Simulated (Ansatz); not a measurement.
## V_O in MgO (Fm-3m) against the share of exact exchange

Question: how much does the share of exact exchange change the (+1/0) level of V_O in MgO (Fm-3m), and what does each choice cost? Model: a cell of 72 host atoms with 1 O taken out.

Calculated with Ansatz 0.2.0; plane-wave PAW DFT; relaxations with PBEsol, then single points with PBE0 form with several shares of exact exchange, on supercells at fixed charge in a uniform background.

## 1. The starting structure

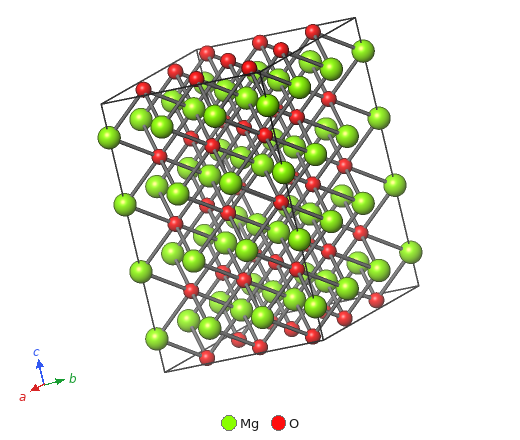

Start, viewed slightly off an axis; magnesium green, oxygen red. Some periodic images of atoms are drawn too.

The cell holds 71 atoms: 36 Mg and 35 O. Cell: a = 8.941 Å, b = 8.941 Å, c = 11.921 Å, α = 60.0°, β = 60.0°, γ = 60.0°. It derives from MgO (space group Fm-3m). Nearest the centre at fractional (0.500, 0.500, 0.625): Mg60 at 2.11 Å, Mg44 at 2.11 Å, Mg46 at 2.11 Å, Mg62 at 2.11 Å, Mg38 at 2.11 Å, Mg68 at 2.11 Å, O30 at 2.98 Å, O14 at 2.98 Å. The cell carries charge +1.

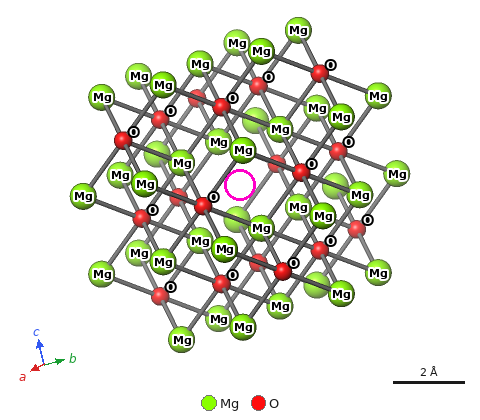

The atoms within 5 Å of the centre. A ring marks the centre wherever it is empty.

As a file:

```xyz
71
Lattice="0.0000 6.3223 6.3223 6.3223 0.0000 6.3223 8.4297 8.4297 0.0000" Properties=species:S:1:pos:R:3 pbc="T T T"
Mg    0.0000    0.0000    0.0000
O     2.1075    2.1075    2.1075
Mg    2.1074    2.1074    0.0000
O     4.2149    4.2149    2.1075
Mg    4.2149    4.2149    0.0000
O     6.3223    6.3223    2.1075
Mg    6.3223    6.3223    0.0000
O     8.4298    8.4298    2.1075
Mg    2.1074    0.0000    2.1074
O     4.2149    2.1075    4.2149
Mg    4.2148    2.1074    2.1074
O     6.3223    4.2149    4.2149
Mg    6.3223    4.2149    2.1074
O     8.4297    6.3223    4.2149
Mg    8.4297    6.3223    2.1074
O    10.5372    8.4298    4.2149
Mg    4.2149    0.0000    4.2149
O     6.3223    2.1075    6.3223
Mg    6.3223    2.1074    4.2149
O     8.4297    4.2149    6.3223
Mg    8.4298    4.2149    4.2149
O    10.5371    6.3223    6.3223
Mg   10.5372    6.3223    4.2149
O    12.6446    8.4298    6.3223
Mg    0.0000    2.1074    2.1074
O     2.1075    4.2149    4.2149
Mg    2.1074    4.2148    2.1074
O     4.2149    6.3223    4.2149
Mg    4.2149    6.3223    2.1074
O     6.3223    8.4297    4.2149
Mg    6.3223    8.4297    2.1074
O     8.4298   10.5372    4.2149
Mg    2.1074    2.1074    4.2148
O     4.2149    4.2149    6.3223
Mg    4.2148    4.2148    4.2148
O     6.3223    6.3223    6.3223
Mg    6.3223    6.3223    4.2148
Mg    8.4297    8.4297    4.2148
O    10.5372   10.5372    6.3223
Mg    4.2149    2.1074    6.3223
O     6.3223    4.2149    8.4297
Mg    6.3223    4.2148    6.3223
O     8.4297    6.3223    8.4297
Mg    8.4298    6.3223    6.3223
O    10.5371    8.4297    8.4297
Mg   10.5372    8.4297    6.3223
O    12.6446   10.5372    8.4297
Mg    0.0000    4.2149    4.2149
O     2.1075    6.3223    6.3223
Mg    2.1074    6.3223    4.2149
O     4.2149    8.4297    6.3223
Mg    4.2149    8.4298    4.2149
O     6.3223   10.5371    6.3223
Mg    6.3223   10.5372    4.2149
O     8.4298   12.6446    6.3223
Mg    2.1074    4.2149    6.3223
O     4.2149    6.3223    8.4297
Mg    4.2148    6.3223    6.3223
O     6.3223    8.4297    8.4297
Mg    6.3223    8.4298    6.3223
O     8.4297   10.5371    8.4297
Mg    8.4297   10.5372    6.3223
O    10.5372   12.6446    8.4297
Mg    4.2149    4.2149    8.4298
O     6.3223    6.3223   10.5371
Mg    6.3223    6.3223    8.4298
O     8.4297    8.4297   10.5371
Mg    8.4298    8.4298    8.4298
O    10.5371   10.5371   10.5371
Mg   10.5372   10.5372    8.4298
O    12.6446   12.6446   10.5371
```

Screening for the image-charge correction: ε∞ = 3.24, ε0 = 10.37, computed on the host (DFPT, PBEsol).

The cell's shortest repeat is 8.9 Å.

## 2. Relaxing both charge states, PBEsol

The study needs fixed structures, so each charge is relaxed once, at one point at (¼, ¼, ¼), from small random displacements that break the symmetry of the site.

Input file qp1_M1.relax/input.yaml:

```yaml
crystal:
  lattice:
    - [0.0, 2.10743285, 2.10743285]
    - [2.10743285, 0.0, 2.10743285]
    - [2.10743285, 2.10743285, 0.0]
  atoms:
    - { symbol: Mg, position: [0.0, 0.0, 0.0] }
    - { symbol: O, position: [0.5, 0.5, 0.5] }
  supercell: [3, 3, 4]
  defects: [{ vacancy: 37 }]
total_charge: 1
basis:
  ecutwfc: 420
  xc_grid: 2
hamiltonian:
  xc: pbesol
  pseudopotentials: { kind: paw, azcp: { folder: soft_1 }, xc_functional: pbe }
kpoints:
  mp_grid: { grid: [1, 1, 1], shift: [0.25, 0.25, 0.25] }
magnetization:
  spin_polarized: true
  initial_magnetization: 1
  spin_locking: { lock_magnetization: hard }
scf:
  occupations: { method: fixed }
  max_iter: 100
output:
  forces: true
  charged_corrections:
    epsilon: 3.24
    static_epsilon: 10.37
    defect_position: [0.5, 0.5, 0.625]
relax:
  f_tol: 0.015
  max_steps: 60
  random_displacement: { amplitude: 0.04, seed: 5390 }
checkpoint:
  write: "../qp1_M1.relax.run"
  compress: false
  write_wavefunctions: true
  write_every: 100000
```

Launch:

```
ansatz run input.yaml --threads 32 --pin off --max-ram 84787MiB --backend cuda --events-out ev --progress --plain --runs-dir out --max-vram 78GiB
```

Numbers of over 12 decimals in the logs are rounded to 6 here.

Log:

```text
[... repeated set-up lines and file paths are left out, and long positions are rounded to six places ...]
Engine: ansatz 0.2.0, aarch64-unknown-linux-gnu
Pseudopotentials: kind: paw
Pseudopotential: Mg, paw, valence charge 10, recommended cutoff 420 eV (normal), soft_1/Mg.paw.azcp
Pseudopotential: O, paw, valence charge 6, recommended cutoff 420 eV (normal), soft_1/O.paw.azcp
Functional definition: PBEsol
  exchange = pbesol_x
  correlation = pbesol_c
[...]
Crystal: 71 atoms, lattice volume = 673.897 Å³
Basis set: ecut = 420 eV, 13123 PW (Γ), exchange–correlation on 120×120×160 points (8 copies of the dense FFT grid, shifted against one another)
Bands: 356, of which v1, the nominal top of the filled ones, is band 285 counted from 1 (284 counted from 0)
Symmetry: 1 space group operations
k-points: 1
Non-local potential: Mg, projectors of the file, l = 0: 3, l = 1: 2, l = 2: 1
Non-local potential: O, projectors of the file, l = 0: 2, l = 1: 2, l = 2: 1
PAW form: soft (Blöchl's): semilocal exchange-correlation on the pseudo side does not see the compensation charge
PAW frozen core: Mg, regenerated for the run's functional, and the local potential with it (the file was generated under x = pbe(κ = 0.804, μ = 0.219515), c = pbe(β = 0.066725))
PAW frozen core: O, regenerated for the run's functional, and the local potential with it (the file was generated under x = pbe(κ = 0.804, μ = 0.219515), c = pbe(β = 0.066725))
PAW one-centre angular grid: Mg, 110 points (default); XC on 64 Gauss nodes
PAW one-centre angular grid: O, 110 points (default); XC on 64 Gauss nodes
Initial density: superposition of atomic densities (chi_scale 0.1, normalization cell, long waves kept (reshape's long-wave potential 0.39 eV rms))
Starting moments: Σ|m| = 1 μB on 71 of 71 sites
Initial wavefunctions: pseudopotential atomic-orbital guess
[...]
Functional: x = pbesol(κ = 0.804, μ = 0.123457), c = pbesol(β = 0.046)
SCF iter   1: F=—  HF=-88576.093075 eV  |Δ(HF+E_count)|=         —  Δρ=3.88e-2 (↑3.60e-2 ↓3.88e-2)  dr2=1.93e1  dr2_m=7.21e-2  M=1.000 μB ∫|m|=1.046 μB  Hψ=2334
preconditioner: auto → Resta (q_TF=auto, 2.652 Å⁻¹)  ε∞=3.4  [insulator: Δε(μ)=0.862 eV  Ē_g=15.440 eV  n_scr=214 (ndim 8)  ℏωp=24.0 eV  f_vac=0.000  ε∞_Penn≈3.4]
spin=Collinear: Resta preconditioning applied to the charge; magnetization (m = ρ↑ − ρ↓) channel mixes plain (no charge-response kernel on spin).
SCF iter   2: F=—  HF=-88574.506528 eV  |Δ(HF+E_count)|=    1.59e0  Δρ=2.65e-2 (↑2.46e-2 ↓2.65e-2)  dr2=9.80e0  dr2_m=4.09e-2  M=1.000 μB ∫|m|=1.048 μB  Hψ=767
[...]
SCF iter   8: F=-88575.087999 eV  HF=-88575.087998 eV  |Δ(HF+E_count)|=   1.04e-5  Δρ=1.06e-5 (↑1.01e-5 ↓1.06e-5)  dr2=1.62e-6  dr2_m=9.01e-9  M=1.000 μB ∫|m|=1.051 μB  Hψ=1858
SCF 1 converged in 8 iterations: F = -88575.087999 eV  dr2 = 1.62e-6
[...]
relax step   1: F+E_penalty+E_count = -88575.08799919 eV  Δ(F+E_penalty+E_count) = +0.000e0 eV  max|allowed force component| = 2.224e0 eV/Å  Δτ_max = 0.0000 Å  (8 SCF iters, dr2 threshold 5.63e-6 eV, accepted)
[...]
relax step   2: F+E_penalty+E_count = -88576.20885571 eV  Δ(F+E_penalty+E_count) = -1.121e0 eV  max|allowed force component| = 6.495e-1 eV/Å  Δτ_max = 0.1327 Å  (6 SCF iters, dr2 threshold 1.00e-4 eV, accepted)
[...]
relax step   4: F+E_penalty+E_count = -88576.52135502 eV  Δ(F+E_penalty+E_count) = -5.707e-6 eV  max|allowed force component| = 3.076e-2 eV/Å  Δτ_max = 0.0000 Å  (4 SCF iters, accepted)
[...]
relax step   5: F+E_penalty+E_count = -88576.52212444 eV  Δ(F+E_penalty+E_count) = -7.694e-4 eV  max|allowed force component| = 3.997e-3 eV/Å  Δτ_max = 0.0035 Å  (5 SCF iters, accepted)
[...]
NSCF: frozen V_eff on 1 k-points
[...]
SCF converged after 5 iterations
Magnetization: 1.0000 μB (285.0000 up, 284.0000 down)
Absolute magnetization: 1.0386 μB (∫|ρ↑−ρ↓|, with the PAW one-centre terms)
Spin contamination: 0.0023 ħ² per cell (⟨S²⟩ above its minimum at these occupations)
Per-site moments (μB) at R_I (Å): [(4.94180280651174e-5, 0.865073), (0.000379824, 0.866156), (4.941550212203808e-5, 0.865098), [... 6 left out ...]
Free energy (F): -88576.522124 eV
Harris-Foulkes:  -88576.522124 eV  (|F-HF|=3.78e-8)
Internal energy: -88576.522124 eV  (E = F + TS)
E sigma→0 (E₀):  -88576.522124 eV
Fermi energy:    9.677674 (↑ 9.677674, ↓ 7.741206) eV
--- Per-component energies (eV) ---
  E_band       = -10634.922627
  E_kinetic    = 8555.482600
  E_local      = -61509.509080  (includes V_loc(G=0)·N_el)
  E_nonlocal   = 8861.250839
  E_hartree    = 20479.821086
  E_xc         = -3495.702956
  E_vxc        = -4502.852915  (∫ρ·V_xc dr)
  E_paw        = -15909.534590  (= ΣΔE_a)
  E_vpaw       = -2998.975966  (= ΣTr[D̂ρ^β])
  E_aug_tail   = 0.025385  (compensation charges beyond the density's cutoff)
  E_ewald      = -45561.709530
  E_core_change = 3.354121  (= ΣΔE_core)
  E_smearing   = -0.000000  (= −TS)
  E_closure    = -0.000000  (closes the sum)
  E_deformation_potential = 18.095669  (in the stress; not in F)
  Σ components = -88576.522124   (vs F -88576.522124, Δ=0.00e0)
--- Forces (eV/Å), atoms counted from 1 ---
  atom   1  Mg     0.00097007     0.00064223    -0.00042553
  atom   2  O     -0.00010786     0.00008165    -0.00025702
  [... 4 atoms left out ...]
  [... 65 more lines of this table ...]
  max |Σ_I F_I| component: 1.44e-4 eV/Å
--- Charged-cell corrections in eV (Makov–Payne, q = +1.000 e, ε = 10.370) ---
  F (periodic)     = -88576.522124  (uncorrected; the corrections below are reported, never added to it)
  E_corr1          = +0.225087  (monopole, q²α_M/2εL)
  F Makov-Payne    = -88576.297037  (F + E_corr1; no measured alignment; for a localised charge, not one spread in a band: unchecked)
  no potential alignment in this run, which stands beside a crystal: run the host's input off ansatz write-host-input, and read the two finished runs by ansatz place-levels (neither reads a slab, a wire or a sheet, whose cell leaves a vacuum)
--- Band table (eV) ---
  k-point 0 ↑: bands = ["-64.2453", "-64.2452", "-64.2338", "-64.2333", "-64.2329", "-64.2323", "-64.0505", "-64.0491", "-64.0488", [... rest cut ...]
  k-point 0 ↓: bands = ["-64.2368", "-64.2367", "-64.2251", "-64.2246", "-64.2242", "-64.2236", "-64.0500", "-64.0486", "-64.0483", [... rest cut ...]
--- Relaxed structure (5 steps of the walk, 5 accepted, 0 SCFs on fresh bases) ---
  F+E_penalty+E_count = -88576.52212444 eV   max|allowed force component| = 3.997e-3 eV/Å
  atoms:
    - { symbol: Mg, position: [-0.000185, -0.001428, 0.001141] }
    - { symbol: O, position: [0.167623, 0.166391, 0.123792] }
    [... 4 atoms left out ...]
  [... 65 more lines of this table ...]
```

Run time: 4.7 s. Hardware: 1 × NVIDIA GB200 with 32 threads of Arm Neoverse V2, shared host; peak memory 1.5 GiB.

Relaxation path:

| step | energy less that of the first step (eV) | largest force component (eV/Å) |
| --- | --- | --- |
| 1 | 0.0000 | 2.2236 |
| 2 | -1.1209 | 0.6495 |
| 3 | -1.4334 | 0.0308 |
| 4 | -1.4334 | 0.0308 |
| 5 | -1.4341 | 0.0040 |

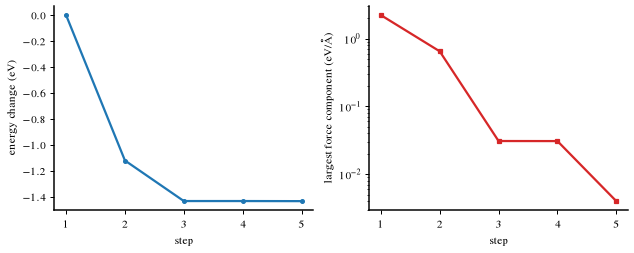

Energy and largest force along the relaxation.

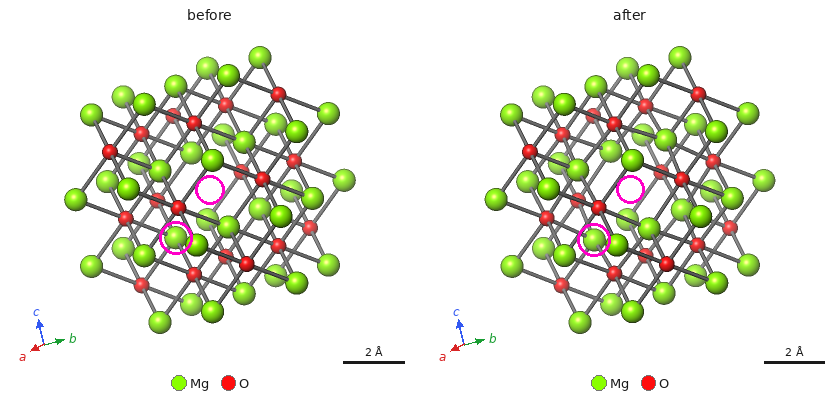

Before and after: the atoms that start within 5 Å of the centre. Mg60, which moves most, is ringed if it is among them. A ring with no atom in it marks the empty centre.

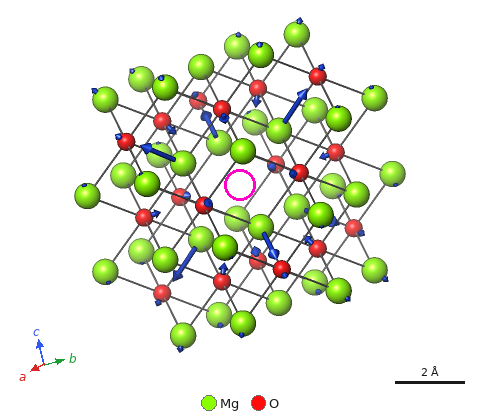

Displacements in the relaxation from the typed sites near the centre, exaggerated, the mean shift taken out; the longest in the cell stands for 0.10 Å. A ring marks the centre wherever it is empty.

The atoms that moved most (Å, from the sites as typed, ahead of the random displacement, the mean shift of all atoms taken out):

| atom | dx | dy | dz | length |
| --- | --- | --- | --- | --- |
| Mg60 | -0.104 | -0.002 | 0.003 | 0.104 |
| Mg46 | 0.104 | 0.002 | -0.003 | 0.104 |
| Mg44 | -0.002 | -0.104 | 0.003 | 0.104 |
| Mg62 | 0.002 | 0.104 | -0.003 | 0.104 |
| Mg38 | 0.002 | 0.002 | -0.102 | 0.102 |
| Mg68 | -0.002 | -0.002 | 0.102 | 0.102 |
| O39 | -0.021 | -0.021 | 0.000 | 0.030 |
| O36 | 0.021 | 0.021 | 0.000 | 0.030 |

The atoms nearest to the centre after the run:

| atom | distance (Å) |
| --- | --- |
| Mg46 | 2.205 |
| Mg68 | 2.206 |
| Mg44 | 2.210 |
| Mg38 | 2.213 |
| Mg62 | 2.213 |
| Mg60 | 2.218 |
| O39 | 2.947 |
| O43 | 2.947 |
| O16 | 2.949 |
| O45 | 2.950 |
| O22 | 2.950 |
| O59 | 2.953 |
| O36 | 2.954 |
| O32 | 2.954 |
| O61 | 2.955 |
| O14 | 2.958 |

| charge | moment set (μB) | steps | largest displacement (Å) | time |
| --- | --- | --- | --- | --- |
| 0 | 0 | 5 | 0.02 | 3.8 s |
| +1 | 1 | 5 | 0.10 | 4.7 s |

The relaxation ends 20 meV an atom lower than the displaced start, with a largest force component of 0.0040 eV/Å.

(Part 1 of 2 ends here.)

[Logs are printed without paths, hosts, clocks, repeated set-up lines and the standing remarks that a program may print on its own settings, such as how far it seeks lower states.]

[Hosts, paths, dates, database ids (printed as entryN), source tags and the programs' standing remarks are cut or masked in the printed files.]

[Where a table of states has a column of steps, it counts the stored structures, which are thinned; the runs took as many ionic steps or more.]

[For some hosts the program warned that the k-mesh of the response run may be too coarse for force constants and the static dielectric constant; such warnings are not shown here.]
